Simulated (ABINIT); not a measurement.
# Positron calculation of Bi₂Te₃

- system: Bi₂Te₃ (R-3m, 5 atoms in the cell)
- method: Kohn-Sham DFT of a periodic cell, LDA, JTH PAW LDA v2.0 (ABINIT 10.8.3)

The structure derives from an entry of the Crystallography Open Database. The run did not end well.

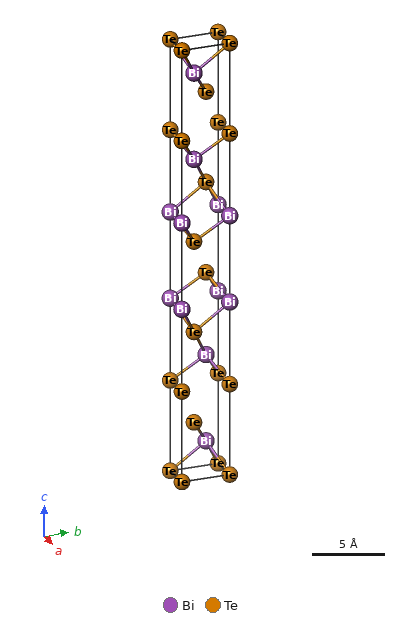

The structure as given in the input (ball-and-stick view of the cell 3 times as large as that of the calculation, set on its symmetry axes, seen slightly off an axis). Near neighbours in the crystal (not all of them lie inside the picture): Bi has 6 Te at 3.07 to 3.25 Å; Te has 3 Bi at 3.07 Å; Te has 6 Bi at 3.25 Å.

## Input file
```
ndtset 2

pp_dirpath "./"
pseudos "Bi.LDA_PW-JTH.xml, Te.LDA_PW-JTH.xml"

acell 10.4763118882 10.4763118882 10.4763118882 Angstrom
rprim
     0.2093293922     0.1208563809     0.9703478452
    -0.2093293922     0.1208563809     0.9703478452
     0.0000000000    -0.2417127619     0.9703478452
ntypat 2
znucl 83 52
natom 5
typat 1 1 2 2 2
xred
   0.6000000000   0.6000000000   0.6000000000
   0.4000000000   0.4000000000   0.4000000000
   0.7905000000   0.7905000000   0.7905000000
   0.2095000000   0.2095000000   0.2095000000
            0.0            0.0            0.0

ecut 408.170794 eV
pawecutdg 30.0

ixc 7

nstep 80

iomode 3
prteig 0
prtebands 0
prtwf 0

kptopt1 1
ngkpt1 5 5 5
nshiftk1 1
shiftk1 0.0 0.0 0.0
nband1 29
occopt1 3
tsmear1 0.05 eV
tolvrs1 1.0e-10
prtden1 1

positron2 1
ixcpositron2 3
getden2 1
kptopt2 0
nkpt2 1
kpt2 0.0 0.0 0.0
nband2 1
occopt2 2
occ2 1.0
posocc2 1.0
toldfe2 1.0e-9
optforces2 0
optstress2 0
prtden2 0
```

Machine: 1 thread of Arm Neoverse V1, 24 GiB of memory available, shared host.

Command:
```bash
abinit run.abi > log 2>&1
```

## Output
```
.Version 10.8.3 of ABINIT
 DATASET    1 : space group R-3 m (#166); Bravais hR (rhombohedral)
================================================================================
 Values of the parameters that define the memory need for DATASET  1.
     intxc =       0    ionmov =       0      iscf =      17    lmnmax =      18
     lnmax =       6     mgfft =      72  mpssoang =       3    mqgrid =    3001
     natom =       5  nloc_mem =       2    nspden =       1   nspinor =       1
    nsppol =       1      nsym =      12    n1xccc =       1    ntypat =       2
    occopt =       3   xclevel =       1
       mpw =        3188          nfft =      373248          nkpt =          19
 PAW method is used; the additional fine FFT grid is defined by:
   mgfftf=       100    nfftf =   1000000
================================================================================
================================================================================

 DATASET    2 : space group R-3 m (#166); Bravais hR (rhombohedral)
================================================================================
 Values of the parameters that define the memory need for DATASET  2.
     intxc =       0    ionmov =       0      iscf =      17    lmnmax =      18
     lnmax =       6     mgfft =      72  mpssoang =       3    mqgrid =    3001
     natom =       5  nloc_mem =       2    nspden =       1   nspinor =       1
    nsppol =       1      nsym =      12    n1xccc =       1    ntypat =       2
    occopt =       2   xclevel =       1
       mpw =        1595          nfft =      373248          nkpt =           1
 PAW method is used; the additional fine FFT grid is defined by:
   mgfftf=       100    nfftf =   1000000
================================================================================
================================================================================

--------------------------------------------------------------------------------
------------- Echo of variables that govern the present computation ------------
--------------------------------------------------------------------------------
 -outvars: echo values of preprocessed input variables --------
            acell      1.9797360278E+01  1.9797360278E+01  1.9797360278E+01 Bohr
              amu      2.08980370E+02  1.27600000E+02
             ecut      1.50000000E+01 Hartree
           getden1          0
           getden2          1
              ixc           7
      ixcpositron1          1
      ixcpositron2          3
           jdtset        1    2
           kptopt1          1
           kptopt2          0
         kptrlatt        5    0    0      0    5    0      0    0    5
          kptrlen1     4.14416939E+01
          kptrlen2     3.00000000E+01
            natom           5
            nband1         29
            nband2          1
           ndtset           2
            ngfft          72      72      72
          ngfftdg         100     100     100
             nkpt1         19
             nkpt2          1
            nstep          80
             nsym          12
           ntypat           2
           occopt1          3
           occopt2          2
        optforces1          2
        optforces2          0
        optstress1          1
        optstress2          0
        pawecutdg      3.00000000E+01 Hartree
         positron1          0
         positron2          1
           prtden1          1
           prtden2          0
        prtebands           0
           prteig           0
            prtwf           0
            rprim      2.0932939220E-01  1.2085638090E-01  9.7034784520E-01
                      -2.0932939220E-01  1.2085638090E-01  9.7034784520E-01
                       0.0000000000E+00 -2.4171276190E-01  9.7034784520E-01
           shiftk1     0.00000000E+00  0.00000000E+00  0.00000000E+00
           shiftk2     5.00000000E-01  5.00000000E-01  5.00000000E-01
          spgroup         166
           toldfe1     0.00000000E+00 Hartree
           toldfe2     1.00000000E-09 Hartree
           tolvrs1     1.00000000E-10
           tolvrs2     0.00000000E+00
           tsmear1     1.83746611E-03 Hartree
           tsmear2     1.00000000E-02 Hartree
            typat      1  1  2  2  2
           useylm           1
           xangst      2.8030826316E-16 -6.2857895438E-10  1.8298199999E+01
                      -1.6704232851E-16 -4.1905260477E-10  1.2198800000E+01
                       7.3944882945E-17 -8.2815274564E-10  2.4107878499E+01
                      -1.9429420622E-17 -2.1947883658E-10  6.3891214998E+00
                       0.0000000000E+00  0.0000000000E+00  0.0000000000E+00
            xcart      5.2970584820E-16 -1.1878420723E-09  3.4578586596E+01
                      -3.1566425232E-16 -7.9189465537E-10  2.3052391064E+01
                       1.3973557718E-16 -1.5649818797E-09  4.5557287840E+01
                      -3.6716283761E-17 -4.1475489157E-10  1.2073689820E+01
                       0.0000000000E+00  0.0000000000E+00  0.0000000000E+00
             xred      6.0000000000E-01  6.0000000000E-01  6.0000000000E-01
                       4.0000000000E-01  4.0000000000E-01  4.0000000000E-01
                       7.9050000000E-01  7.9050000000E-01  7.9050000000E-01
                       2.0950000000E-01  2.0950000000E-01  2.0950000000E-01
                       0.0000000000E+00  0.0000000000E+00  0.0000000000E+00
            znucl       83.00000   52.00000

================================================================================

 chkinp: Checking input parameters for consistency, jdtset=   1.

 chkinp: Checking input parameters for consistency, jdtset=   2.

================================================================================
== DATASET  1 ==================================================================

--- !DatasetInfo
iteration_state: {dtset: 1, }
dimensions: {natom: 5, nkpt: 19, mband: 29, nsppol: 1, nspinor: 1, nspden: 1, mpw: 3188, }
cutoff_energies: {ecut:  15.0, pawecutdg:  30.0, }
electrons: {nelect:   4.80000000E+01, charge:   0.00000000E+00, occopt:   3.00000000E+00, tsmear:   1.83746611E-03, }
meta: {optdriver: 0, ionmov: 0, optcell: 0, iscf: 17, paral_kgb: 0, }
...

 Exchange-correlation functional for the present dataset will be:
  LDA: Perdew-Wang 92 LSD fit to Ceperley-Alder data - ixc=7
  J.P.Perdew and Y.Wang, PRB 45, 13244 (1992)

 Real(R)+Recip(G) space primitive vectors, cartesian coordinates (Bohr,Bohr^-1):
 R(1)=  4.1441694  2.3926373 19.2103259  G(1)=  0.1206514  0.0696581  0.0173518
 R(2)= -4.1441694  2.3926373 19.2103259  G(2)= -0.1206514  0.0696581  0.0173518
 R(3)=  0.0000000 -4.7852746 19.2103259  G(3)=  0.0000000 -0.1393163  0.0173518
 Unit cell volume ucvol=  1.1428793E+03 bohr^3
 Angles (23,13,12)=  2.41661116E+01  2.41661116E+01  2.41661116E+01 degrees

 Coarse grid specifications (used for wave-functions):

 getcut: wavevector=  0.0000  0.0000  0.0000  ngfft=  72  72  72
         ecut(hartree)=     15.000   => boxcut(ratio)=   2.08616

 Fine grid specifications (used for densities):

 getcut: wavevector=  0.0000  0.0000  0.0000  ngfft= 100 100 100
         ecut(hartree)=     30.000   => boxcut(ratio)=   2.04913

--- Pseudopotential description ------------------------------------------------
- pspini: atom type   1  psp file is ./Bi.LDA_PW-JTH.xml
 Pseudopotential format is: paw10
 basis_size (lnmax)=  6 (lmn_size= 18), orbitals=   0   0   1   1   2   2
 Spheres core radius: rc_sph= 2.41230754
 Shapefunction is BESSEL type: shapef(r,l)=aa(1,l)*jl(q(1,l)*r)+aa(2,l)*jl(q(2,l)*r)
 Radius for shape functions =  2.20555141
 Compensation charge density is not taken into account in XC energy/potential

- pspini: atom type   2  psp file is ./Te.LDA_PW-JTH.xml
 Pseudopotential format is: paw10
 basis_size (lnmax)=  4 (lmn_size=  8), orbitals=   0   0   1   1
 Spheres core radius: rc_sph= 2.31107438
 Shapefunction is SIN type: shapef(r)=[sin(pi*r/rshp)/(pi*r/rshp)]**2
 Radius for shape functions =  2.10488624
 Compensation charge density is not taken into account in XC energy/potential

   1.82301674E+04                                ecore*ucvol(ha*bohr**3)
--------------------------------------------------------------------------------

================================================================================

--- !BeginCycle
iteration_state: {dtset: 1, }
solver: {iscf: 17, nstep: 80, nline: 4, wfoptalg: 10, }
tolerances: {tolvrs: 1.00E-10, }
...

     iter   Etot(hartree)      deltaE(h)  residm     nres2
 ETOT  1  -168.44926829366    -1.684E+02 1.456E+00 7.695E+00
 ETOT  2  -170.06414217817    -1.615E+00 1.294E-01 7.383E+00
 ETOT  3  -170.04993548351     1.421E-02 2.956E-02 1.400E+00
 ETOT  4  -170.04916448302     7.710E-04 1.069E-02 1.906E-01
 ETOT  5  -170.04925658968    -9.211E-05 2.167E-03 7.039E-03
 ETOT  6  -170.04932632847    -6.974E-05 1.479E-03 2.564E-03
 ETOT  7  -170.04932593249     3.960E-07 1.915E-03 2.840E-04
 ETOT  8  -170.04932568885     2.436E-07 8.861E-04 7.326E-05
 ETOT  9  -170.04932564696     4.189E-08 1.103E-03 1.310E-05
 ETOT 10  -170.04932563868     8.278E-09 6.328E-04 5.355E-06
 ETOT 11  -170.04932562964     9.042E-09 5.650E-04 2.857E-07
 ETOT 12  -170.04932562977    -1.353E-10 2.829E-04 8.075E-08
 ETOT 13  -170.04932562968     9.666E-11 2.192E-04 8.018E-09
```

## Outcome

```json
{"quantity": "outcome", "value": "stopped at the time limit"}
{"quantity": "space group (tolerance 0.01 Å)", "value": "R-3m (166)"}
{"quantity": "wall time", "value": "5.1 min"}
{"quantity": "peak memory", "value": "0.43 GiB"}
```

The run was cut off by its time limit, so the output is incomplete. Points of doubt noted for this run: PAW basis incomplete for positron.
